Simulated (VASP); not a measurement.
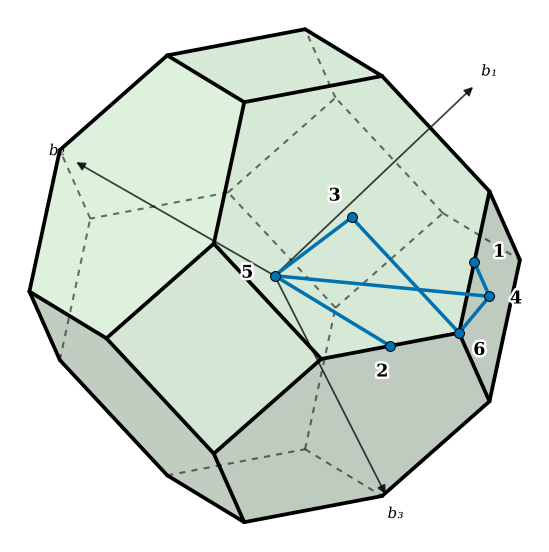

Crystal: HfC, an entry of the Crystallography Open Database, as set up for an electronic-structure calculation. The first Brillouin zone of a face-centred cubic lattice (cF; extended symbol cF2) is drawn with its special points numbered. Geometry calculated from the standardised cell; symmetry tolerance 0.002 Å.

a = 4.650 Å, b = 4.650 Å, c = 4.650 Å, α = 90.00°, β = 90.00°, γ = 90.00°.

Labels and path follow the convention of Hinuma et al. (2017), as computed by seekpath; the arrows show the directions of the reciprocal primitive vectors b₁, b₂, b₃, in which coordinates are given.

> Which special point is each number?

```
no.  label      coordinates
  1      U  (5/8, 1/4, 5/8)
  2      K  (3/8, 3/8, 3/4)
  3      L  (1/2, 1/2, 1/2)
  4      X    (1/2, 0, 1/2)
  5      Γ        (0, 0, 0)
  6      W  (1/2, 1/4, 3/4)
```
